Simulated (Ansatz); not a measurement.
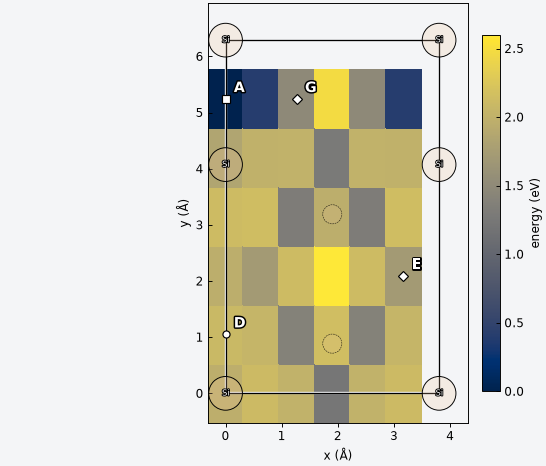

CH on a Si(100) slab cut from the P6_3/mmc phase, its upper half relaxed before the scan (8 atoms of substrate and one adsorbate in a 1 × 1 cell). 
- CH is moved over the surface cell; relaxed at each place: the height of the adsorbate's atoms; substrate rigid; the origin of the map has the adsorbate above Si7.
- Places are given modulo a cell vector. The map is drawn in real space over the plane of the surface.
- Grid: 6 × 6 points; 24 points were computed and 12 follow by symmetry.
- Energies are in eV, from the lowest grid point.
- Energies and slopes of some neighbouring points disagree (a jump in structure or state, or too coarse a mesh). The relaxed height changes by up to 1.0 Å between neighbouring points. The magnetic moment jumps between some neighbouring points. With one adsorbate in each 1 × 1 cell, its nearest image is 3.8 Å away, so neighbouring adsorbates interact.
- Theory: DFT LDA, scalar-relativistic, plane waves, PAW in Ansatz. Settings: cutoff 420 eV, k-mesh 7×4×1, gaussian smearing 0.05 eV, spin-polarised.

The picture shows one coloured cell a grid point, labelled circles for the atoms of the top layer and small ones for the second layer, the outline of one cell of the plane, lettered points.

**Rank the lettered points by energy, lowest first.**

A (0.00 eV), G (1.49 eV), E (1.71 eV), D (2.08 eV).

PAW datasets: the set soft_1.
